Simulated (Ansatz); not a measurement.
**Two runs on Ag**

System: Ag (2 atoms in the cell).
Method of run 1: DFT r2SCAN, scalar-relativistic, plane waves, PAW, no spin polarisation (Ansatz 0.2.0).

The structure derives from a Materials Project entry. Text and figures count atoms from 1; the logs count them from 0 in places.

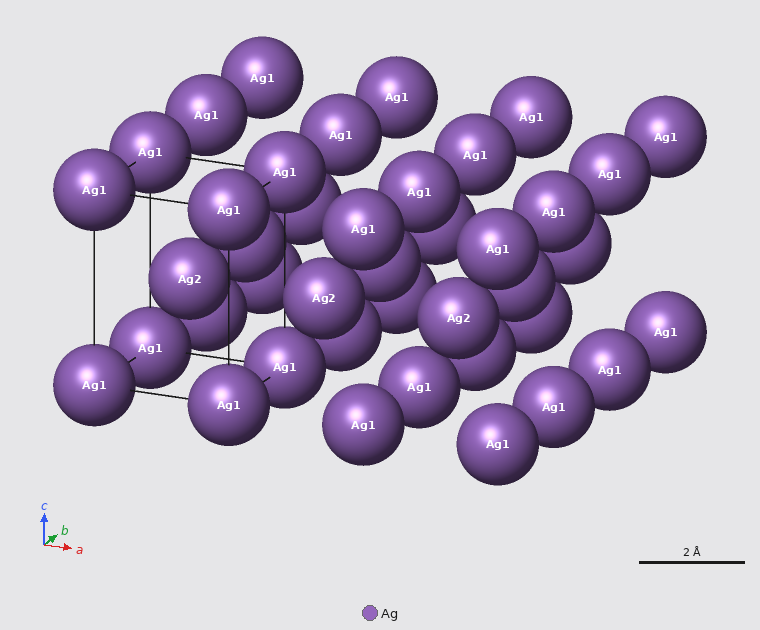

Fig. 1: The structure (spheres-only view of the reduced cell, repeated 3 × 3 × 1, seen slightly off an axis; atoms are numbered from 1 in the order of the input).

## Input file, run 1
```yaml
crystal:
  lattice:
    - [3.8548801521, 0.0, -0.0025444242]
    - [0.0, 3.8548809918, 0.0]
    - [-1.928900485, 0.0, 2.2321976999]
  atoms:
    - { symbol: Ag, position: [0.0, 0.0, 0.0] }
    - { symbol: Ag, position: [0.5, 0.5, 0.0] }
basis:
  ecutwfc: 500
kpoints:
  mp_grid: { grid: [9, 9, 15] }
hamiltonian:
  xc: r2scan
scf:
  occupations: { method: gaussian, width: 0.1 }
output:
  forces: true
  stress: true
  eigenvalues: true
  write_density: true
  write_potential: true
  elf: true
  volumetric_format: npy
```

Command:
```bash
ansatz run input.yaml --threads 8 --pin off --max-ram 20480MiB --backend cpu --events-out ev --progress --plain --runs-dir out
```

Hardware: 8 threads of Intel Xeon @ 2.70GHz, 189 GiB of memory available, shared host.

## Output, shortened to warnings, some set-up lines, iterations and results (run 1)
```
Basis set: ecut = 500 eV, 837 PW (Γ), exchange–correlation on 120×120×96 points (64 copies of the dense FFT grid, shifted against one another)
Symmetry: 8 space group operations
k-points: 340 of 1215
Initial density: superposition of atomic densities (neutral atoms: chi_scale 0, normalization atom), corrected by the library's trained network
[...]
SCF iter   1: F=—  HF=-15207.790407 eV  |F-HF|=—  |Δ(HF+E_count)|=         —  Δρ=1.06e-2  dr2=3.29e-2  dr2_τ=1.37e-3  ethr=1.77e-3  ⟨swp⟩=4.4  Hψ=28601  notcnv=0
SCF iter   2: F=—  HF=-15207.785557 eV  |F-HF|=—  |Δ(HF+E_count)|=   4.85e-3  Δρ=5.51e-3  dr2=6.86e-3  dr2_τ=8.38e-4  ethr=8.67e-5  ⟨swp⟩=1.1  Hψ=10881  notcnv=0
SCF iter   3: F=—  HF=-15207.785728 eV  |F-HF|=—  |Δ(HF+E_count)|=   1.71e-4  Δρ=1.73e-3  dr2=8.66e-4  dr2_τ=3.48e-5  ethr=1.80e-5  ⟨swp⟩=1.1  Hψ=8076  notcnv=0
SCF iter   4: F=—  HF=-15207.785785 eV  |F-HF|=—  |Δ(HF+E_count)|=   5.66e-5  Δρ=4.11e-4  dr2=2.46e-5  dr2_τ=3.82e-6  ethr=2.28e-6  ⟨swp⟩=2.0  Hψ=11088  notcnv=0
SCF iter   5: F=—  HF=-15207.785818 eV  |F-HF|=—  |Δ(HF+E_count)|=   3.31e-5  Δρ=7.94e-5  dr2=1.62e-6  dr2_τ=1.16e-7  ethr=6.47e-8  ⟨swp⟩=2.0  Hψ=13991  notcnv=0
SCF iter   6: F=—  HF=-15207.785823 eV  |F-HF|=—  |Δ(HF+E_count)|=   5.22e-6  Δρ=2.16e-5  dr2=1.02e-7  dr2_τ=3.15e-9  ethr=4.28e-9  ⟨swp⟩=2.0  Hψ=11641  notcnv=0
SCF iter   7: F=-15207.785823 eV  HF=-15207.785823 eV  |F-HF|=1.51e-8  |Δ(HF+E_count)|=   2.09e-7  Δρ=8.35e-6  dr2=2.01e-8  dr2_τ=4.34e-10  ethr=2.63e-10  ⟨swp⟩=8.7  Hψ=47866 …
SCF 1 converged in 7 iterations: F = -15207.785823 eV  dr2 = 2.01e-8
SCF converged after 7 iterations
Free energy (F): -15207.785823 eV
Harris-Foulkes:  -15207.785823 eV  (|F-HF|=1.51e-8)
Internal energy: -15207.781658 eV  (E = F + TS)
E sigma→0 (E₀):  -15207.783741 eV
Entropy (-TS):   -0.004166 eV (-2.083 meV/atom)
Fermi energy:    18.044002 eV
--- Per-component energies (eV) ---
  E_band       = -487.687355
  E_kinetic    = 1057.575296
  E_local      = -4315.316918  (includes V_loc(G=0)·N_el)
  E_nonlocal   = 162.184843
  E_hartree    = 1975.582705
  E_xc         = -357.701934
  E_vxc        = -526.982038  (∫ρ·V_xc dr)
  E_paw        = -7844.542882  (= ΣΔE_a)
  E_vpaw       = -854.221658  (= ΣTr[D̂ρ^β])
  E_aug_tail   = 0.000108  (compensation charges beyond the density's cutoff)
  E_vtau       = 37.899129  (kinetic-family band-sum trace: ∫τ·v_τ [+ j·A + Jᵃ·Aᵃ] dr)
  E_ewald      = -5884.544254
  E_core_change = -1.018621  (= ΣΔE_core)
  E_smearing   = -0.004166  (= −TS)
  E_closure    = -0.000000  (closes the sum)
  Σ components = -15207.785823   (vs F -15207.785823, Δ=0.00e0)
--- Forces (eV/Å), atoms counted from 1 ---
  atom   1  Ag    -0.00000000     0.00000000     0.00000000
  atom   2  Ag    -0.00000000    -0.00000000     0.00000000
  max |Σ_I F_I| component: 3.47e-29 eV/Å
--- Stress (GPa, compression-positive) ---
        8.797050       0.000000      -0.023704
        0.000000       8.999959       0.000000
       -0.023704       0.000000       0.001362
  P = ⅓ Tr σ = 5.9328 GPa (59.328 kbar)
```

The input of run 2 differs as follows (lines with − go, lines with + come):
```diff
+  algorithm: direct_min
-  write_density: true
-  write_potential: true
-  elf: true
-  volumetric_format: npy
```

How does run 2 compare with run 1?

Both reach the same energy, so the change doesn't alter the result. On the same kind of shared host run 2 took about 2 times as long.

## Output, shortened to warnings, some set-up lines, iterations and results (run 2)
```
Basis set: ecut = 500 eV, 837 PW (Γ), exchange–correlation on 120×120×96 points (64 copies of the dense FFT grid, shifted against one another)
Symmetry: 8 space group operations
k-points: 340 of 1215
Initial density: superposition of atomic densities (neutral atoms: chi_scale 0, normalization atom), corrected by the library's trained network
[...]
SCF iter   1: F=—  HF=-15207.790517 eV  |F-HF|=—  |Δ(HF+E_count)|=         —  Δρ=1.06e-2  dr2=3.29e-2  dr2_τ=1.37e-3  ethr=1.77e-3  ⟨swp⟩=7.2  Hψ=30859  notcnv=0
SCF iter   2: F=—  HF=-15207.788747 eV  |F-HF|=—  |Δ(HF+E_count)|=   1.77e-3  Δρ=6.02e-3  dr2=9.02e-3  dr2_τ=4.87e-4  ethr=8.66e-5  ⟨swp⟩=3.1  Hψ=19734  notcnv=0  defer=16
SCF iter   3: F=—  HF=-15207.785822 eV  |F-HF|=—  |Δ(HF+E_count)|=   2.93e-3  Δρ=2.78e-4  dr2=8.44e-6  dr2_τ=5.61e-6  ethr=3.77e-8  ⟨swp⟩=3.7  Hψ=32894  notcnv=0
SCF iter   4: F=-15207.785823 eV  HF=-15207.785823 eV  |F-HF|=1.29e-8  |Δ(HF+E_count)|=   1.61e-6  Δρ=6.87e-6  dr2=6.83e-9  dr2_τ=2.76e-9  ethr=2.22e-8  ⟨swp⟩=2.6  Hψ=14559  …
SCF 1 converged in 4 iterations: F = -15207.785823 eV  dr2 = 6.83e-9
  Residual-converged pass: ⟨swp⟩=3.4  Hψ=18759  notcnv=0  max |occ|·‖R‖ = 6.7e-6 eV (tolerance 6.7e-6 eV)  dr2=4.84e-9  dr2_τ=2.56e-9  dr2_onsite=9.45e-10  max |Δocc| = 1.1e-9
SCF converged after 4 iterations
Stability not checked: this state was not tested for a lower state beside it, because a direct minimisation reached the state, and no test of it is asked (direct_minimisation; see scf.lower_state_search)
Free energy (F): -15207.785823 eV
Harris-Foulkes:  -15207.785823 eV  (|F-HF|=1.29e-8)
Internal energy: -15207.781657 eV  (E = F + TS)
E sigma→0 (E₀):  -15207.783740 eV
Entropy (-TS):   -0.004166 eV (-2.083 meV/atom)
Fermi energy:    18.043935 eV
--- Per-component energies (eV) ---
  E_band       = -487.691008
  E_kinetic    = 1057.575786
  E_local      = -4315.318295  (includes V_loc(G=0)·N_el)
  E_nonlocal   = 162.184819
  E_hartree    = 1975.583834
  E_xc         = -357.701954
  E_vxc        = -526.982084  (∫ρ·V_xc dr)
  E_paw        = -7844.543080  (= ΣΔE_a)
  E_vpaw       = -854.220926  (= ΣTr[D̂ρ^β])
  E_aug_tail   = 0.000108  (compensation charges beyond the density's cutoff)
  E_vtau       = 37.899138  (kinetic-family band-sum trace: ∫τ·v_τ [+ j·A + Jᵃ·Aᵃ] dr)
  E_ewald      = -5884.544254
  E_core_change = -1.018621  (= ΣΔE_core)
  E_smearing   = -0.004166  (= −TS)
  E_closure    = -0.000000  (closes the sum)
  Σ components = -15207.785823   (vs F -15207.785823, Δ=0.00e0)
--- Forces (eV/Å), atoms counted from 1 ---
  atom   1  Ag    -0.00000000    -0.00000000     0.00000000
  atom   2  Ag    -0.00000000    -0.00000000     0.00000000
  max |Σ_I F_I| component: 1.26e-29 eV/Å
--- Stress (GPa, compression-positive) ---
        8.797401       0.000000      -0.023663
        0.000000       9.000286       0.000000
       -0.023663       0.000000       0.001787
  P = ⅓ Tr σ = 5.9332 GPa (59.332 kbar)
```

## The two runs side by side

| quantity | run 1 | run 2 |
| --- | --- | --- |
| outcome | converged | converged |
| free energy per atom (eV) | −7603.8929 | −7603.8929 |
| energy per atom, smearing taken to zero (eV) | −7603.8919 | −7603.8919 |
| gap on the mesh (eV) | 0.00 | 0.00 |
| pressure (GPa) | 5.93 | 5.93 |
| largest force (eV/Å) | 0.000 | 0.000 |
| SCF iterations | 7 | – |
| irreducible k-points | 340 | 340 |
| plane waves at Γ | 837 | 837 |
| wall time (shared host) | 6.8 s | 14 s |
